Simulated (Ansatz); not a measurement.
## Where C_Mg puts its levels in the gap of MgO (Fm-3m)

Wanted: the transition levels of a substitutional impurity in MgO (Fm-3m), from a cell of 54 host atoms with 1 Mg taken out and 1 C put in.

Calculated with Ansatz 0.2.0; place-levels on r2SCAN runs: charge-transition levels and formation energies with image-charge correction and potential alignment at the atomic sites; PAW set soft_1.

Experimental background.

For MgO, rocksalt (bulk crystal), “Electronic structure of alkaline earth and post-transition metal oxides” (2009, arxiv:0908.1581) quotes earlier work: band gap (literature experimental gap) 7.83 eV [Literature value based on experiment; other listed experimental values range from 7.7 to …].

This is a report of a sequence of runs, with most program output left out.

### 1. The starting structure

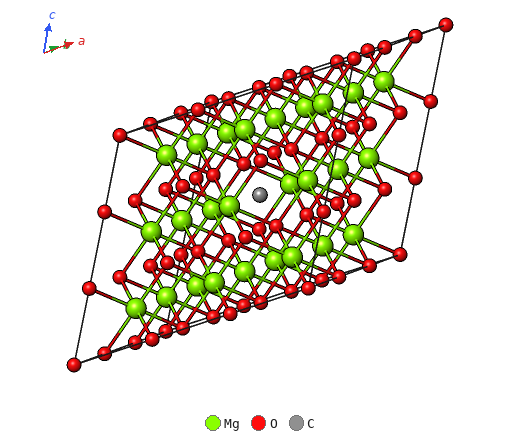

Start, viewed slightly off an axis; magnesium green, oxygen red, carbon grey. Bonds to atoms that aren't drawn are left out. Some periodic images of atoms are drawn too.

The cell holds 54 atoms: 26 Mg, 27 O and 1 C. Its edges and angles: a = 8.925 Å, b = 8.925 Å, c = 8.925 Å, α = 60.0°, β = 60.0°, γ = 60.0°. It derives from MgO (space group Fm-3m). Nearest the centre at fractional (0.667, 0.667, 0.333): C51 at 0.00 Å, O28 at 2.10 Å, O44 at 2.10 Å, O32 at 2.10 Å, O34 at 2.10 Å, O46 at 2.10 Å, O50 at 2.10 Å, Mg9 at 2.98 Å.

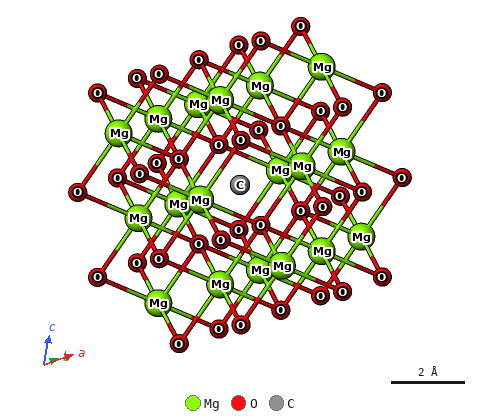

The atoms within 5 Å of the centre.

Coordinates:

```xyz
54
Lattice="0.0000 6.3112 6.3112 6.3112 0.0000 6.3112 6.3112 6.3112 0.0000" Properties=species:S:1:pos:R:3 pbc="T T T"
Mg    0.0000    0.0000    0.0000
O     2.1037    2.1037    2.1037
Mg    2.1037    2.1037    0.0000
O     4.2075    4.2075    2.1037
Mg    4.2075    4.2075    0.0000
O     6.3112    6.3112    2.1037
Mg    2.1037    0.0000    2.1037
O     4.2075    2.1037    4.2075
Mg    4.2075    2.1037    2.1037
O     6.3112    4.2075    4.2075
Mg    6.3112    4.2075    2.1037
O     8.4150    6.3112    4.2075
Mg    4.2075    0.0000    4.2075
O     6.3112    2.1037    6.3112
Mg    6.3112    2.1037    4.2075
O     8.4150    4.2075    6.3112
Mg    8.4150    4.2075    4.2075
O    10.5187    6.3112    6.3112
Mg    0.0000    2.1037    2.1037
O     2.1037    4.2075    4.2075
Mg    2.1037    4.2075    2.1037
O     4.2075    6.3112    4.2075
Mg    4.2075    6.3112    2.1037
O     6.3112    8.4150    4.2075
Mg    2.1037    2.1037    4.2075
O     4.2075    4.2075    6.3112
Mg    4.2075    4.2075    4.2075
O     6.3112    6.3112    6.3112
Mg    6.3112    6.3112    4.2075
O     8.4150    8.4150    6.3112
Mg    4.2075    2.1037    6.3112
O     6.3112    4.2075    8.4150
Mg    6.3112    4.2075    6.3112
O     8.4150    6.3112    8.4150
Mg    8.4150    6.3112    6.3112
O    10.5187    8.4150    8.4150
Mg    0.0000    4.2075    4.2075
O     2.1037    6.3112    6.3112
Mg    2.1037    6.3112    4.2075
O     4.2075    8.4150    6.3112
Mg    4.2075    8.4150    4.2075
O     6.3112   10.5187    6.3112
Mg    2.1037    4.2075    6.3112
O     4.2075    6.3112    8.4150
Mg    4.2075    6.3112    6.3112
O     6.3112    8.4150    8.4150
Mg    6.3112    8.4150    6.3112
O     8.4150   10.5187    8.4150
Mg    4.2075    4.2075    8.4150
O     6.3112    6.3112   10.5187
C     6.3112    6.3112    8.4150
O     8.4150    8.4150   10.5187
Mg    8.4150    8.4150    8.4150
O    10.5187   10.5187   10.5187
```

Known beforehand: the electronic dielectric constant, 3.24, and the static one, 10.37, from a response run on this crystal (DFPT, PBEsol) at that run's own cell.

The cell's shortest repeat is 8.9 Å.

### 2. Charge states

Levels follow from differences of total energies between charge states, each relaxed by itself.

Each atom starts 0.05 Å or so off its site in a random direction: a symmetric start keeps its symmetry, and would miss off-centre moves and Jahn–Teller distortions. Forces are taken at one point at (¼, ¼, ¼). The cell holds 1 electron more than the neutral one, with a uniform background that keeps it neutral on the whole. The electron count is odd, so at least one spin is unpaired; this run locks the moment at 1 μB.

The sampling was tested on the host first: at the k-points planned (1x1x1 shifted 0.25 0.25 0.25) its energy lies 0.020 eV an atom from the dense-mesh value, under the bound of 0.02 eV set for this test; that bounds the host's error, not the defect's.

One state's input; the others differ in charge, spin, start and seed, and in occupations where the table says so.

The input, qm1_M1.relax/input.yaml:

```yaml
crystal:
  lattice:
    - [0.0, 2.10374764, 2.10374764]
    - [2.10374764, 0.0, 2.10374764]
    - [2.10374764, 2.10374764, 0.0]
  atoms:
    - { symbol: Mg, position: [0.0, 0.0, 0.0] }
    - { symbol: O, position: [0.5, 0.5, 0.5] }
  supercell: [3, 3, 3]
  defects: [{ substitution: { at: 50, symbol: C } }]
total_charge: -1
basis:
  ecutwfc: 500
  xc_grid: 2
hamiltonian:
  xc: r2scan
  pseudopotentials: { kind: paw, azcp: { folder: soft_1 } }
kpoints:
  mp_grid: { grid: [1, 1, 1], shift: [0.25, 0.25, 0.25] }
magnetization:
  spin_polarized: true
  initial_magnetization: 1
  spin_locking: { lock_magnetization: hard }
scf:
  occupations: { method: fixed }
  max_iter: 80
output:
  forces: true
  charged_corrections: { epsilon: 3.24, static_epsilon: 10.37 }
relax:
  f_tol: 0.02
  max_steps: 80
  random_displacement: { amplitude: 0.05, seed: 2438 }
checkpoint:
  write: "../qm1_M1.relax.run"
  compress: false
  write_wavefunctions: true
  write_every: 100000
```

On the command line:

```
ansatz run input.yaml --threads 4 --pin off --max-ram 7536MiB --backend cpu --events-out ev --progress --plain --runs-dir out
```

Defect states can disperse in a cell of this size, so the energy is taken again at a 2×2×2 shifted mesh, on the relaxed structure.

The run of this state that the levels use, under r2SCAN:

The input, qm1_M1.point/input.yaml:

```yaml
crystal:
  checkpoint: "../qm1_M1.relax.run"
  host: checkpoint
total_charge: -1
basis:
  ecutwfc: 500
  xc_grid: 2
hamiltonian:
  xc: r2scan
  pseudopotentials: { kind: paw, azcp: { folder: soft_1 } }
kpoints:
  mp_grid: { grid: [2, 2, 2], shift: [0.5, 0.5, 0.5] }
magnetization:
  spin_polarized: true
  initial_magnetization: 1
  spin_locking: { lock_magnetization: hard }
scf:
  occupations: { method: fermi_dirac, width: 0.01 }
  max_iter: 80
output:
  forces: true
  eigenvalues: true
  charged_corrections:
    epsilon: 3.24
    static_epsilon: 10.37
    defect_position: [0.666667, 0.666667, 0.333333]
  eigenstates: { localisation: true }
  populations: true
  efg: {}
checkpoint:
  read: "../qm1_M1.relax.run"
  write: "../qm1_M1.point.run"
  compress: false
  write_wavefunctions: false
  write_every: 100000
```

Relaxations under r2SCAN at one point at (¼, ¼, ¼); times on 4 threads of Arm Neoverse V1, shared host:

```
charge  moment (μB)  occupations    outcome  steps  largest displacement against the far atoms (Å)     time
    −1            1        fixed  converged     28                                            0.99   11 min
     0            0        fixed  converged     17                                            0.49  3.2 min
    +1            1        fixed  converged      9                                            0.73  4.1 min
    +2            0        fixed  converged     12                                            0.96  3.1 min
```

Single points under r2SCAN at a 2×2×2 shifted mesh; times on 4 threads of Arm Neoverse V1, shared host:

```
charge  moment (μB)  occupations    outcome     time
    −1            1  fermi-dirac  converged  3.3 min
     0            0  fermi-dirac  converged     69 s
    +1            1  fermi-dirac  converged  2.3 min
    +2            0  fermi-dirac  converged     64 s
```

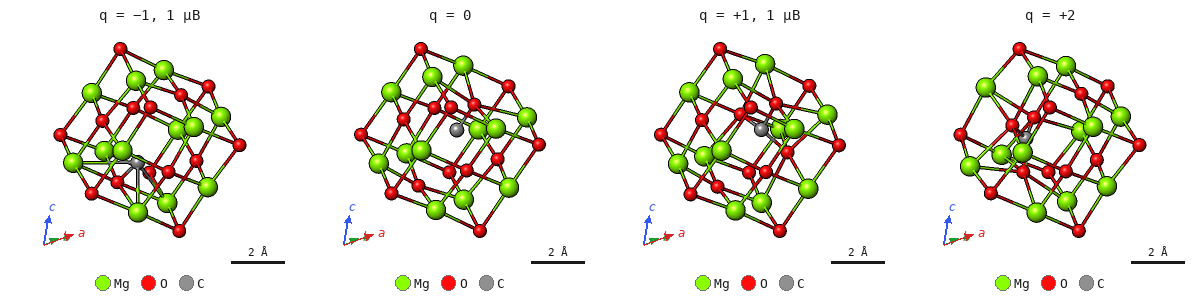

The structures near the centre after relaxation with r2SCAN, by charge.

Distances (Å) from C51 to the nearest atoms after relaxation with r2SCAN:

```
charge  moment (μB)      1.       2.      3.       4.       5.       6.
    −1            1  O 1.30  Mg 2.32  O 2.42   O 2.44   O 2.47  Mg 2.51
     0            0  O 1.24   O 2.26  O 2.27   O 2.30   O 2.30   O 2.73
    +1            1  O 1.41   O 1.41  O 1.41  Mg 2.55  Mg 2.55  Mg 2.55
    +2            0  O 1.29   O 1.29  O 1.29  Mg 2.47  Mg 2.47  Mg 2.48
```

### 3. Levels against the band edges, r2SCAN

A charged cell interacts with its images and the background, and its potential has another zero than the host's. place-levels removes the first by a point-charge model, screened by the static dielectric constant since the ions have relaxed around the charge, and the second by comparing potentials at atoms far from the defect.

The host is a run of the defect-free crystal in the same cutoffs, grids and k-points, so that basis and sampling errors cancel in part in the differences. The host is run in a cell of 2 atoms on a matching mesh. Its band edges are searched through the zone by a band path, so the gap is smaller than, or equal to, that on the mesh. Chemical potentials are energies per atom of Mg (hcp) and C (diamond), run with the same functional and cutoff. Carbon is taken as diamond, which semilocal functionals can put about 0.1 eV an atom over graphite.

The input, levels.point.yaml:

```yaml
host:
  run: host.point.run
states: [qm1_M1.point.run, q0.point.run, qp1_M1.point.run, qp2.point.run]
geometry_from:
  qm1_M1.point.run: qm1_M1.relax.run
  q0.point.run: q0.relax.run
  qp1_M1.point.run: qp1_M1.relax.run
  qp2.point.run: qp2.relax.run
chemical_potentials:
  Mg:
    energy: -1926.407918
    dataset: "<sha256 of the dataset>"
  C:
    energy: -251.553391
    dataset: "<sha256 of the dataset>"
epsilon: 3.24
static_epsilon: 10.37
vertical:
  - { from: qm1_M1.point.run, to: qm1_M1.point_neutral.run }
  - { from: qp1_M1.point.run, to: qp1_M1.point_neutral.run }
  - { from: qp2.point.run, to: qp2.point_neutral.run }
```

On the command line:

```
ansatz place-levels levels.point.yaml -- --threads 4 --pin off --max-ram 7536MiB
```

It took 0.49 s on 4 threads of Arm Neoverse V1, shared host.

Levels between the charges placed, in eV above the valence top:

```
        gap (eV)  (+2/+1)  (+1/0)  (0/−1)
r2SCAN      5.68     2.19    2.98    4.17
```

Corrections by state:

```
charge  moment (μB)  image terms and alignment (eV)  band filling (eV)  ε used  over the lowest of its charge, as the program ranks them, band filling apart (eV)
    +2          0.0                           0.641                  -   10.37                                                                              0.000
    +1          1.0                           0.066                  -   10.37                                                                              0.000
     0          0.0                           0.000                  -       -                                                                              0.000
    −1          1.0                           0.408                  -   10.37                                                                              0.000
```

The charged structures listed were also run neutral, and place-levels reads from each pair, by the potential or the spins, how wide the charge is by which they differ; that can be the carrier of either run.

```
charge  rms radius (Å)  spread where it is widest against the cell (Å)  wide from (Å)  reading
    +2             2.3                                            1.40           1.26     wide
    +1             1.7                                            0.97           1.26   narrow
    −1             1.5                                            0.92           1.26   narrow
```

The neutral runs of these pairs need not share the spin of the lowest neutral state, and very wide values only mean spread over the cell.

From the program's caveats on the states, each cut to its opening words:

- charge +2: it parts from the run at its places by a charge that spreads by about 1.4 Å along one vector (1.3 Å or more is wide), by its potential at epsilon 3.24, taken [...]
- charge +2, +1 (1 μB), 0, −1 (1 μB): its alignment with the host at atomic sites is doubtful: the cell is too small to show whether the defect's potential has decayed: take a larger one
- charge +2: the far atoms show a dipole or second moment of the defect's charge, for which the correction takes or leaves out 0.486 eV: further moments aren't read, and [...]
- charge +1 (1 μB): the far atoms show a dipole or second moment of the defect's charge, for which the correction takes or leaves out 0.545 eV: further moments aren't read, and [...]
- charge +1 (1 μB), −1 (1 μB): flagged: stability check not made
- charge 0: the far atoms show a dipole or second moment of the defect's charge, for which the correction takes or leaves out 0.175 eV: further moments aren't read, and [...]

The host's formation energy from the elements is -2.963 eV per atom; it sets how far the chemical potentials can move.

Limit set by the element alone; other compounds of these elements are not counted. Chemical potentials from the elements' reference states: Mg 0.00 eV, O -5.93 eV, C 0.00 eV. Formation energies (Mg-rich), with the Fermi level at the valence top and at the conduction bottom (gap 5.68 eV):

```
charge  at valence top (eV)  at conduction bottom (eV)  correction included (eV)
    +2                 4.49                      15.84                      0.64
    +1                 6.68                      12.36                      0.07
     0                 9.66                       9.66                      0.00
    −1                13.83                       8.15                      0.41
```

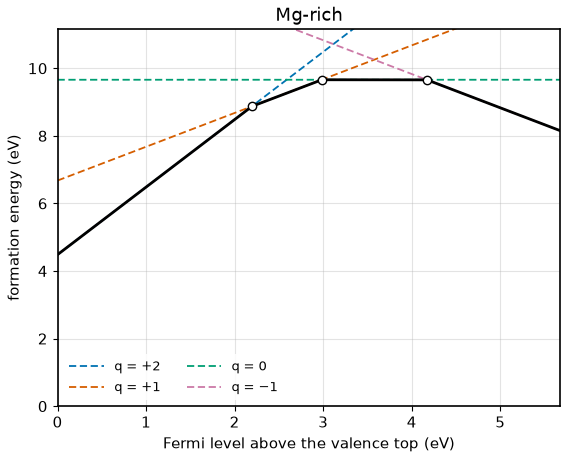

Formation energy against Fermi level; the thick line follows the lowest charge state and circles mark the transition levels.

Limit set by the element alone; other compounds of these elements are not counted. Chemical potentials from the elements' reference states: O 0.00 eV, Mg -5.93 eV, C 0.00 eV. Formation energy by charge state (O-rich; gap 5.68 eV):

```
charge  at valence top (eV)  at conduction bottom (eV)  correction included (eV)
    +2                -1.44                       9.92                      0.64
    +1                 0.75                       6.43                      0.07
     0                 3.74                       3.74                      0.00
    −1                 7.91                       2.23                      0.41
```

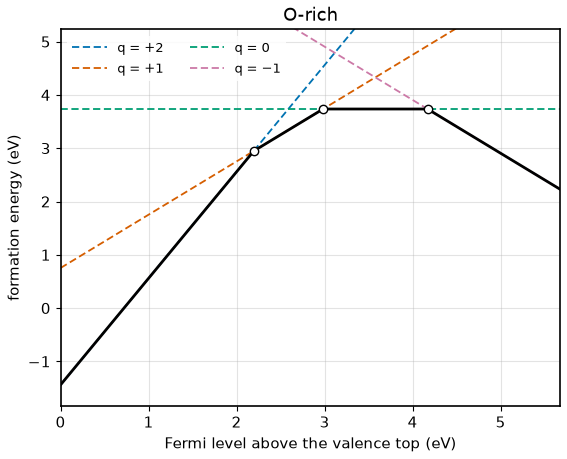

Formation energy against Fermi level; the thick line follows the lowest charge state and circles mark the transition levels.

### 4. The same at the relaxations' own k-points

The relaxations' own energies give the levels at their sampling, for comparison.

The input, levels.relax_mesh.yaml:

```yaml
host:
  run: host.relax.run
states: [qm1_M1.relax.run, q0.relax.run, qp1_M1.relax.run, qp2.relax.run]
chemical_potentials:
  Mg:
    energy: -1926.407918
    dataset: "<sha256 of the dataset>"
  C:
    energy: -251.553391
    dataset: "<sha256 of the dataset>"
```

On the command line:

```
ansatz place-levels levels.relax_mesh.yaml -- --threads 4 --pin off --max-ram 7536MiB
```

The job ended after 0.15 s (4 threads).

Levels between neighbouring charges, in eV above the valence top:

```
                        gap (eV)  (+2/+1)  (+1/0)  (0/−1)
one point at (¼, ¼, ¼)      5.66     2.23    2.95    4.12
  a 2×2×2 shifted mesh      5.68     2.19    2.98    4.17
```

Going from one point at (¼, ¼, ¼) to a 2×2×2 shifted mesh moves the levels that carry no band-filling term by up to 0.05 eV and formation energies against the elements by up to 0.14 eV.

### 5. Results

* gap of the host: 5.68 eV (r2SCAN)
* level (plus 2/plus 1): 2.19 eV above the valence top
* level (plus 1/0): 2.98 eV above the valence top
* level (0/minus 1): 4.17 eV above the valence top
* lowest of the charges placed, just above the valence top (0.02 eV): +2
* lowest of the charges placed, just below the conduction bottom (0.02 eV): −1
* lowest formation energy at mid-gap of the charges run, Mg-rich: 9.52 eV
* lowest formation energy at mid-gap of the charges run, O-rich: 3.59 eV

**Reading.** Of the charges placed (−1, 0, +1 and +2), the lowest changes at 2.19 eV (+2/+1), 2.98 eV (+1/0) and 4.17 eV (0/−1) above the valence top, in a gap of 5.68 eV. Charges above +2 and below −1 were not placed, so these runs say nothing of levels that involve them. States placed: +2 at 0 μB; +1 at 1 μB; 0 at 0 μB; −1 at 1 μB. Other spin states or structures, where not listed, weren't placed. At charge −1 and +2 the atom put in ends up to 1.0 Å from its starting place, so the name tells the start alone and the levels can join different sites. C is taken at its element; compounds, which aren't counted here, bound the chemical potentials and would shift these formation energies. Going from one point at (¼, ¼, ¼) to a 2×2×2 shifted mesh moves the levels that carry no band-filling term by up to 0.05 eV and formation energies against the elements by up to 0.14 eV. The program doubts the alignment of potentials for at least one state, a sign that the cell is small. Limits: the images are only 8.9 Å apart; r2SCAN makes the gap too small and tends to spread out bound carriers; where a gas molecule sets a chemical potential or the host's formation energy, its binding is uncorrected; force components of up to 0.19 eV/Å remain in a run at the final settings.

Computed beside measured:

| quantity | measured | r2SCAN |
| --- | --- | --- |
| band gap (least gap of the host) (eV) | 7.83 | 5.68 (-2.15 eV) |

Measured values from arxiv:0908.1581 (2009).

How well it matches: The band gap is off by -2.15 eV: a clear miss. Local and semilocal functionals usually give gaps below the measured ones. Zero-point and thermal motion shift the measured gap.

[Logs are printed without paths, hosts, clocks, repeated set-up lines and the standing remarks that a program may print on its own settings, such as how far it seeks lower states.]

[Hosts, paths, dates, database ids (printed as entryN), source tags and the programs' standing remarks are cut or masked in the printed files.]

[Where a table of states has a column of steps, it counts the stored structures, which are thinned; the runs took as many ionic steps or more.]

[A defect's name tells the site on which it was built; relaxed atoms can leave that site.]

[For some hosts the program warned that the k-mesh of the response run may be too coarse for force constants and the static dielectric constant; such warnings are not shown here.]
